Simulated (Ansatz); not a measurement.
# How the conductance of Cu/HfO2/Cu changes with thickness

Wanted: T(E), the conductance and its decay constant for Cu/HfO2/Cu. Both electrodes are Cu fcc(001) sqrt2 x sqrt2; the barrier is HfO2 fluorite(001) (O2 and Hf faces). In the first transport cell, after relaxation, the nearest pair of electrode and barrier is Cu–O at 1.89 Å, along the normal, at the lower face and Cu–Hf at 2.59 Å, along the normal, at the upper one. All share a net of side 3.63 Å, which strains the lower electrode by +0.0 % and the barrier by +1.1 %, against typed lattice constants near PBE's. The first steps treat the bulk electrodes alone.

Program: Ansatz 0.2.0. Level of theory: PBE DFT, plane waves, PAW files, in the first sound run; inputs show where later runs differ. Results are calculated unless marked as measured.

### Step 1. The structure

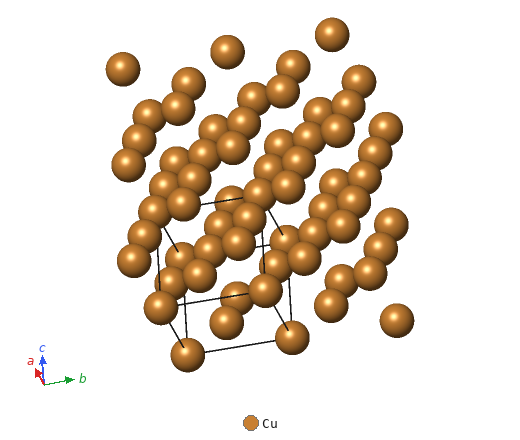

The cell as given, from a free direction (copper orange). 2×2×2 cells are drawn. Some periodic images of atoms are drawn too.

As a file:

```cif
data_structure
_symmetry_space_group_name_H-M 'P 1'
_symmetry_Int_Tables_number 1
_cell_length_a 3.6300
_cell_length_b 3.6300
_cell_length_c 3.6300
_cell_angle_alpha 90.000
_cell_angle_beta 90.000
_cell_angle_gamma 90.000
_cell_volume 47.83
loop_
_atom_site_label
_atom_site_type_symbol
_atom_site_fract_x
_atom_site_fract_y
_atom_site_fract_z
_atom_site_occupancy
Cu1 Cu 0.00000 0.00000 0.00000 1
Cu2 Cu 0.50000 0.50000 0.00000 1
Cu3 Cu 0.50000 0.00000 0.50000 1
Cu4 Cu 0.00000 0.50000 0.50000 1
```

### Step 2. Layer spacing of the electrode

The electrode is held to the junction's net and relaxed along the normal; its spacing is used for the ideal lead layers.

input.yaml reads:

```yaml
crystal:
  lattice:
    - [3.63, 0.0, 0.0]
    - [0.0, 3.63, 0.0]
    - [0.0, 0.0, 3.63]
  atoms:
    - { symbol: Cu, position: [0.0, 0.0, 0.0] }
    - { symbol: Cu, position: [0.5, 0.5, 0.0] }
    - { symbol: Cu, position: [0.5, 0.0, 0.5] }
    - { symbol: Cu, position: [0.0, 0.5, 0.5] }
kpoints:
  mp_grid: { grid: [10, 10, 9] }
scf:
  occupations: { method: fermi_dirac, width: 0.1 }
  max_iter: 150
hamiltonian:
  xc: pbe
relax:
  f_tol: 0.01
  max_steps: 40
  cell: { fix: [a, b, angles] }
```

Run with:

```console
$ ansatz run input.yaml --threads 8 --pin off --max-ram 24576MiB --backend cpu --events-out ev --progress --plain --runs-dir out
```

Numbers of over 12 decimals in the logs are rounded to 6 here.

The program printed:

```text
Warning: crystal.symmetry: narrowed to the stabiliser of the fixed cell quantities (relax.cell.fix) — unitary ops 192 → 64. The narrowing is safe, since a smaller group never makes results wrong: the run goes on under it, on as many k-points as the starting group would need, or more. Excluded: 128 operations that would move a fixed cell quantity at a test strain (relax.cell.fix fixes a, b, alpha, beta, gamma). The cell can leave their symmetry as it relaxes.
Engine: ansatz 0.2.0, aarch64-unknown-linux-gnu
Pseudopotentials: kind: paw
Pseudopotential: Cu, paw, valence charge 19, recommended cutoff 420 eV (normal), Cu.paw.azcp
Functional definition: PBE
  parameter kappa = 0.804
  parameter beta = 0.066725
  exchange = pbe_x(kappa = kappa, mu = beta*pi^2/3)
  correlation = pbe_c(beta = beta)
Crystal: 4 atoms, lattice volume = 47.832 Å³
Basis set: ecut = 420 eV, 925 PW (Γ), exchange–correlation on 50×50×50 points (8 copies of the dense FFT grid, shifted against one another)
Bands: 46, of which v1, the nominal top of the filled ones, is band 38 counted from 1 (37 counted from 0)
Symmetry: 64 space group operations
k-points: 105 of 900
Non-local potential: Cu, projectors of the file, l = 0: 3, l = 1: 2, l = 2: 3, l = 3: 1
PAW form: soft (Blöchl's): semilocal exchange-correlation on the pseudo side does not see the compensation charge
PAW one-centre angular grid: Cu, 590 points (default); XC on 64 Gauss nodes
Initial density: superposition of atomic densities (neutral atoms: chi_scale 0, normalization atom), corrected by the library's trained network
Initial wavefunctions: pseudopotential atomic-orbital guess
Functional: x = pbe(κ = 0.804, μ = 0.219515), c = pbe(β = 0.066725)
SCF iter   1: F=—  HF=-26500.715498 eV  |F-HF|=—  |Δ(HF+E_count)|=         —  Δρ=7.60e-4  dr2=6.45e-5  ethr=1.77e-3  ⟨swp⟩=5.1  Hψ=15161  notcnv=0  defer=101
preconditioner: auto → Kerker (q_TF=auto, 2.947 Å⁻¹)  [metal: Δε(μ)=0.074 eV  Ē_g=10.393 eV  σ=0.100 eV  W_gap=0.18  n_scr=18 (ndim 8)  ℏωp=35.6 eV  f_vac=0.000  D(μ)=1.32/eV (n_scr^D=6)]
SCF iter   2: F=—  HF=-26500.715945 eV  |F-HF|=—  |Δ(HF+E_count)|=   4.47e-4  Δρ=4.23e-4  dr2=2.07e-5  ethr=8.49e-8  ⟨swp⟩=3.1  Hψ=12412  notcnv=0  defer=108
SCF iter   3: F=—  HF=-26500.715993 eV  |F-HF|=—  |Δ(HF+E_count)|=   4.79e-5  Δρ=2.35e-4  dr2=6.61e-6  ethr=2.72e-8  ⟨swp⟩=2.0  Hψ=6833  notcnv=0  defer=108
SCF iter   4: F=—  HF=-26500.716013 eV  |F-HF|=—  |Δ(HF+E_count)|=   1.97e-5  Δρ=2.47e-5  dr2=1.70e-7  ethr=8.70e-9  ⟨swp⟩=2.0  Hψ=6748  notcnv=0  defer=108
iter 5 did not close the SCF: its close was put off for the readings that it lacked (scf_convergence_deferred on its scf_iter line)
SCF iter   5: F=-26500.716013 eV  HF=-26500.716013 eV  |F-HF|=9.34e-9  |Δ(HF+E_count)|=   1.24e-7  Δρ=1.21e-5  dr2=4.65e-8  ethr=2.24e-10  ⟨swp⟩=2.2  Hψ=7026  notcnv=0  defer=108
SCF iter   6: F=-26500.716013 eV  HF=-26500.716013 eV  |F-HF|=3.93e-10  |Δ(HF+E_count)|=   9.06e-9  Δρ=2.17e-6  dr2=1.48e-9  ethr=6.12e-11  ⟨swp⟩=2.5  Hψ=14613  notcnv=0
SCF 1 converged in 6 iterations: F = -26500.716013 eV  dr2 = 1.48e-9
  greatest PAW one-centre occupation: 1.000 electrons in one spin orbital (limit 2), on the Cu atom at site 3 (counted from 0), in its partial waves of l = 0
relax step   1: F+E_penalty+E_count = -26500.71601275 eV  Δ(F+E_penalty+E_count) = +0.000e0 eV  max|allowed force component| = 2.874e-29 eV/Å  Δτ_max = 0.0000 Å  P = -0.075 GPa  Ω = 47.832 Å³  fix = [a, b, alpha, beta, gamma]  reactions: a +0.034, b +0.034 GPa  (6 SCF iters, dr2 threshold 1.00e-7 eV, accepted)
Crystal: 4 atoms, lattice volume = 47.802 Å³
Initial density: handed on by an earlier stage of this run
Initial wavefunctions: those handed on with the density
iter 1 solved again at ethr=2.30e-8 eV; its pass at ethr=3.10e-3 eV (dr2=1.74e-5 eV) is discarded
SCF iter   1: F=—  HF=-26500.716085 eV  |F-HF|=—  |Δ(HF+E_count)|=         —  Δρ=2.45e-4  dr2=1.82e-5  ethr=2.30e-8  ⟨swp⟩=2.1  Hψ=19096  notcnv=0
preconditioner: auto → Kerker (q_TF=auto, 2.947 Å⁻¹)  [metal: Δε(μ)=0.072 eV  Ē_g=10.399 eV  σ=0.100 eV  W_gap=0.17  n_scr=18 (ndim 8)  ℏωp=35.6 eV  f_vac=0.000  D(μ)=1.31/eV (n_scr^D=6)]
SCF iter   2: F=—  HF=-26500.716082 eV  |F-HF|=—  |Δ(HF+E_count)|=   3.30e-6  Δρ=5.60e-5  dr2=1.28e-6  ethr=2.30e-8  ⟨swp⟩=2.2  Hψ=6621  notcnv=0
SCF iter   3: F=—  HF=-26500.716081 eV  |F-HF|=—  |Δ(HF+E_count)|=   5.69e-7  Δρ=4.06e-5  dr2=6.63e-7  ethr=1.68e-9  ⟨swp⟩=2.2  Hψ=7244  notcnv=0
iter 4 did not close the SCF: its close was put off for the readings that it lacked (scf_convergence_deferred on its scf_iter line)
SCF iter   4: F=-26500.716081 eV  HF=-26500.716081 eV  |F-HF|=2.04e-8  |Δ(HF+E_count)|=   1.12e-7  Δρ=8.71e-6  dr2=1.49e-8  ethr=8.72e-10  ⟨swp⟩=2.1  Hψ=6143  notcnv=0
iter 5 did not close the SCF: its close was put off for the readings that it lacked (scf_convergence_deferred on its scf_iter line)
SCF iter   5: F=-26500.716081 eV  HF=-26500.716081 eV  |F-HF|=1.67e-10  |Δ(HF+E_count)|=   3.12e-8  Δρ=2.01e-6  dr2=1.55e-9  ethr=1.96e-11  ⟨swp⟩=2.0  Hψ=8840  notcnv=0
SCF iter   6: F=-26500.716081 eV  HF=-26500.716081 eV  |F-HF|=3.27e-11  |Δ(HF+E_count)|=  2.00e-10  Δρ=4.02e-7  dr2=4.27e-11  ethr=2.04e-12  ⟨swp⟩=1.5  Hψ=12145  notcnv=0
SCF 2 converged in 6 iterations: F = -26500.716081 eV  dr2 = 4.27e-11
relax step   2: F+E_penalty+E_count = -26500.71608141 eV  Δ(F+E_penalty+E_count) = -6.866e-5 eV  max|allowed force component| = 4.211e-29 eV/Å  Δτ_max = 0.0000 Å  P = +0.013 GPa  Ω = 47.802 Å³  energy of the carried Pulay correction = +2.319e-5 eV  fix = [a, b, alpha, beta, gamma]  reactions: a +0.110, b +0.110 GPa  (6 SCF iters, dr2 threshold 2.18e-7 eV, accepted)
Crystal: 4 atoms, lattice volume = 47.753 Å³
iter 1 solved again at ethr=5.83e-8 eV; its pass at ethr=3.10e-3 eV (dr2=4.43e-5 eV) is discarded
SCF iter   1: F=—  HF=-26500.716155 eV  |F-HF|=—  |Δ(HF+E_count)|=         —  Δρ=3.90e-4  dr2=4.61e-5  ethr=5.83e-8  ⟨swp⟩=2.1  Hψ=18707  notcnv=0
preconditioner: auto → Kerker (q_TF=auto, 2.948 Å⁻¹)  [metal: Δε(μ)=0.068 eV  Ē_g=10.406 eV  σ=0.100 eV  W_gap=0.16  n_scr=18 (ndim 8)  ℏωp=35.6 eV  f_vac=0.000  D(μ)=1.31/eV (n_scr^D=6)]
SCF iter   2: F=—  HF=-26500.716147 eV  |F-HF|=—  |Δ(HF+E_count)|=   8.42e-6  Δρ=8.83e-5  dr2=3.19e-6  ethr=5.83e-8  ⟨swp⟩=2.2  Hψ=6637  notcnv=0
SCF iter   3: F=—  HF=-26500.716146 eV  |F-HF|=—  |Δ(HF+E_count)|=   1.41e-6  Δρ=6.36e-5  dr2=1.64e-6  ethr=4.20e-9  ⟨swp⟩=2.2  Hψ=7219  notcnv=0
SCF iter   4: F=—  HF=-26500.716145 eV  |F-HF|=—  |Δ(HF+E_count)|=   2.66e-7  Δρ=1.41e-5  dr2=3.95e-8  ethr=2.16e-9  ⟨swp⟩=2.1  Hψ=6180  notcnv=0
iter 5 did not close the SCF: its close was put off for the readings that it lacked (scf_convergence_deferred on its scf_iter line)
SCF iter   5: F=-26500.716145 eV  HF=-26500.716145 eV  |F-HF|=3.20e-10  |Δ(HF+E_count)|=   7.80e-8  Δρ=3.21e-6  dr2=4.01e-9  ethr=5.20e-11  ⟨swp⟩=2.0  Hψ=8840  notcnv=0
SCF iter   6: F=-26500.716145 eV  HF=-26500.716145 eV  |F-HF|=1.16e-10  |Δ(HF+E_count)|=  5.46e-10  Δρ=6.70e-7  dr2=1.23e-10  ethr=5.27e-12  ⟨swp⟩=2.0  Hψ=14987  notcnv=0
SCF 3 converged in 6 iterations: F = -26500.716145 eV  dr2 = 1.23e-10
relax step   3: F+E_penalty+E_count = -26500.71614548 eV  Δ(F+E_penalty+E_count) = -6.407e-5 eV  max|allowed force component| = 4.669e-29 eV/Å  Δτ_max = 0.0000 Å  P = +0.155 GPa  Ω = 47.753 Å³  energy of the carried Pulay correction = +6.001e-5 eV  fix = [a, b, alpha, beta, gamma]  reactions: a +0.232, b +0.232 GPa  (6 SCF iters, dr2 threshold 8.19e-8 eV, accepted)
Initial wavefunctions: pseudopotential atomic-orbital guess (no wavefunctions were taken with the density)
iter 1 solved again at ethr=5.97e-10 eV; its pass at ethr=3.10e-3 eV (dr2=4.54e-7 eV) is discarded
SCF iter   1: F=—  HF=-26500.716089 eV  |F-HF|=—  |Δ(HF+E_count)|=         —  Δρ=4.87e-6  dr2=1.54e-9  ethr=5.97e-10  ⟨swp⟩=4.3  Hψ=32862  notcnv=0
preconditioner: auto → Kerker (q_TF=auto, 2.948 Å⁻¹)  [metal: Δε(μ)=0.068 eV  Ē_g=10.408 eV  σ=0.100 eV  W_gap=0.16  n_scr=18 (ndim 8)  ℏωp=35.6 eV  f_vac=0.000  D(μ)=1.31/eV (n_scr^D=6)]
SCF iter   2: F=—  HF=-26500.716089 eV  |F-HF|=—  |Δ(HF+E_count)|=   4.40e-8  Δρ=4.19e-6  dr2=4.57e-9  ethr=2.03e-12  ⟨swp⟩=2.2  Hψ=8982  notcnv=0
SCF iter   3: F=—  HF=-26500.716089 eV  |F-HF|=—  |Δ(HF+E_count)|=  1.93e-10  Δρ=1.59e-6  dr2=6.80e-10  ethr=2.03e-12  ⟨swp⟩=2.1  Hψ=6175  notcnv=0
SCF iter   4: F=—  HF=-26500.716089 eV  |F-HF|=—  |Δ(HF+E_count)|=  1.49e-10  Δρ=5.96e-7  dr2=9.19e-11  ethr=1.00e-12  ⟨swp⟩=2.0  Hψ=7024  notcnv=0
iter 5 did not close the SCF: its close was put off for the readings that it lacked (scf_convergence_deferred on its scf_iter line)
SCF iter   5: F=-26500.716089 eV  HF=-26500.716089 eV  |F-HF|=7.28e-12  |Δ(HF+E_count)|=  3.64e-12  Δρ=1.97e-7  dr2=1.13e-11  ethr=1.00e-12  ⟨swp⟩=1.0  Hψ=4830  notcnv=0
iter 6 did not close the SCF: its close was put off for the readings that it lacked (scf_convergence_deferred on its scf_iter line)
SCF iter   6: F=-26500.716089 eV  HF=-26500.716089 eV  |F-HF|=3.64e-12  |Δ(HF+E_count)|=  3.64e-12  Δρ=3.37e-8  dr2=4.10e-13  ethr=1.00e-12  ⟨swp⟩=1.0  Hψ=4830  notcnv=0
iter 7 did not close the SCF: its close was put off for the readings that it lacked (scf_convergence_deferred on its scf_iter line)
SCF iter   7: F=-26500.716089 eV  HF=-26500.716089 eV  |F-HF|=3.64e-12  |Δ(HF+E_count)|=  3.64e-12  Δρ=3.17e-9  dr2=3.80e-15  ethr=1.00e-12  ⟨swp⟩=1.0  Hψ=4830  notcnv=0
iter 8 did not close the SCF: its close was put off for the readings that it lacked (scf_convergence_deferred on its scf_iter line)
SCF iter   8: F=-26500.716089 eV  HF=-26500.716089 eV  |F-HF|=7.28e-12  |Δ(HF+E_count)|=  7.28e-12  Δρ=4.38e-10  dr2=4.11e-17  ethr=1.00e-12  ⟨swp⟩=1.0  Hψ=4830  notcnv=0
SCF iter   9: F=-26500.716089 eV  HF=-26500.716089 eV  |F-HF|=0.00e0  |Δ(HF+E_count)|=    0.00e0  Δρ=7.50e-11  dr2=1.29e-18  ethr=1.00e-12  ⟨swp⟩=1.2  Hψ=10344  notcnv=0
SCF 4 converged in 9 iterations: F = -26500.716089 eV  dr2 = 1.29e-18
relax step   4: F+E_penalty+E_count = -26500.71608945 eV  Δ(F+E_penalty+E_count) = +5.603e-5 eV  max|allowed force component| = 3.821e-29 eV/Å  Δτ_max = 0.0000 Å  P = +0.157 GPa  Ω = 47.753 Å³  fix = [a, b, alpha, beta, gamma]  reactions: a +0.233, b +0.233 GPa  stress off target by 3.92e-3 GPa on what of the cell is left free  SCF on the basis re-selected at this cell (its energy is not comparable with the rows above)  (9 SCF iters)
basis re-selected at this cell: Δ(F+E_penalty+E_count) = +5.603e-5 eV, ΔP = +0.002 GPa vs the last step (what re-selecting the basis moved, of the pressure what is left beyond the Pulay correction that the steps carried, after the strain that the cell walked since its last selection, with what the two solves' SCF thresholds leave and, on support functions, any second-order correction that the steps lacked; it is no m [...]
SCF converged after 9 iterations
Free energy (F): -26500.716089 eV
Harris-Foulkes:  -26500.716089 eV  (|F-HF|=0.00e0)
Internal energy: -26500.673780 eV  (E = F + TS)
E sigma→0 (E₀):  -26500.694935 eV
Entropy (-TS):   -0.042309 eV (-10.577 meV/atom)
Fermi energy:    16.555115 eV
--- Per-component energies (eV) ---
  E_band       = -1453.080797
  E_kinetic    = 1199.190622
  E_local      = -16279.879709  (includes V_loc(G=0)·N_el)
  E_nonlocal   = 1559.242730
  E_hartree    = 7168.858656
  E_xc         = -358.001216
  E_vxc        = -461.977301  (∫ρ·V_xc dr)
  E_paw        = -6651.513677  (= ΣΔE_a)
  E_vpaw       = -1807.375510  (= ΣTr[D̂ρ^β])
  E_aug_tail   = 0.001059  (compensation charges beyond the density's cutoff)
  E_ewald      = -13138.572246
  E_smearing   = -0.042309  (= −TS)
  E_closure    = 0.000000  (closes the sum)
  Σ components = -26500.716089   (vs F -26500.716089, Δ=0.00e0)
--- Forces (eV/Å), atoms counted from 1 ---
  atom   1  Cu    -0.00000000    -0.00000000    -0.00000000
  atom   2  Cu     0.00000000     0.00000000     0.00000000
  atom   3  Cu    -0.00000000    -0.00000000    -0.00000000
  atom   4  Cu     0.00000000    -0.00000000    -0.00000000
  max |Σ_I F_I| component: 2.66e-29 eV/Å
--- Stress (GPa, compression-positive) ---
        0.232980       0.000000       0.000000
        0.000000       0.232980       0.000000
        0.000000       0.000000       0.003919
  P = ⅓ Tr σ = 0.1566 GPa (1.566 kbar)
--- Relaxed structure (3 steps of the walk, 3 accepted, 1 SCFs on fresh bases) ---
  F+E_penalty+E_count = -26500.71608945 eV   max|allowed force component| = 3.821e-29 eV/Å   (the final SCF, on the basis selected at the relaxed cell)
  cell:  # Å, volume = 47.7531 Å³
    - [3.63, 0, 0]
    - [0, 3.63, 0]
    - [0, 0, 3.623998]
  atoms:
    - { symbol: Cu, position: [0, 0, 0] }
    - { symbol: Cu, position: [0.5, 0.5, 0] }
    - { symbol: Cu, position: [0.5, 0, 0.5] }
    - { symbol: Cu, position: [0, 0.5, 0.5] }
```

Run time: 6.5 s. Hardware: 8 threads of Arm Neoverse V2, shared host; peak memory 0.52 GiB; 47 s of CPU time.

Relaxation path:

| step | energy less that of the first step (eV) | largest force component (eV/Å) | pressure (GPa) | volume (Å³) |
| --- | --- | --- | --- | --- |
| 1 | 0.0000 | 0.0000 | -0.08 | 47.83 |
| 2 | -0.0001 | 0.0000 | 0.01 | 47.80 |
| 3 | -0.0001 | 0.0000 | 0.15 | 47.75 |
| 4* | -0.0001 | 0.0000 | 0.16 | 47.75 |

Relaxation steps marked * repeat the geometry before them on a plane-wave basis chosen anew for their cell, so energy and pressure can jump there.

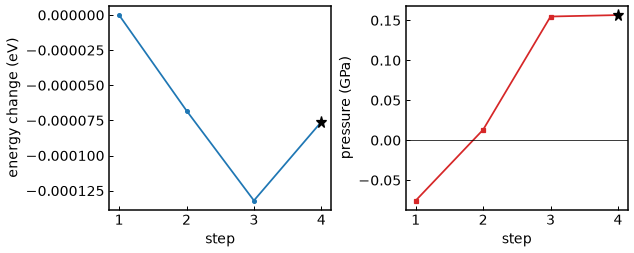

Energy and pressure along the relaxation. Stars mark steps on a basis chosen anew.

| cell as run | before | after | change |
| --- | --- | --- | --- |
| a (Å) | 3.630 | 3.630 | +0.0 % |
| b (Å) | 3.630 | 3.630 | +0.0 % |
| c (Å) | 3.630 | 3.624 | -0.2 % |
| volume (Å³/atom) | 11.96 | 11.94 | -0.2 % |

Final coordinates:

```xyz
4
Lattice="3.6300 0.0000 0.0000 0.0000 3.6300 0.0000 0.0000 0.0000 3.6240" Properties=species:S:1:pos:R:3 pbc="T T T"
Cu    0.0000    0.0000    0.0000
Cu    1.8150    1.8150    0.0000
Cu    1.8150    0.0000    1.8120
Cu    0.0000    1.8150    1.8120
```

Numbers from this step:

* free energy: -26500.7161 eV
* Fermi energy: 16.56 eV
* pressure: 0.1566 GPa

The cell shrank by 0.2 % in volume.

[end of part 1 of 6]

[Logs are printed without paths, hosts, clocks, repeated set-up lines and the standing remarks that a program may print on its own settings, such as how far it seeks lower states.]

[Hosts, paths, dates, database ids (printed as entryN), source tags and the programs' standing remarks are cut or masked in the printed files.]
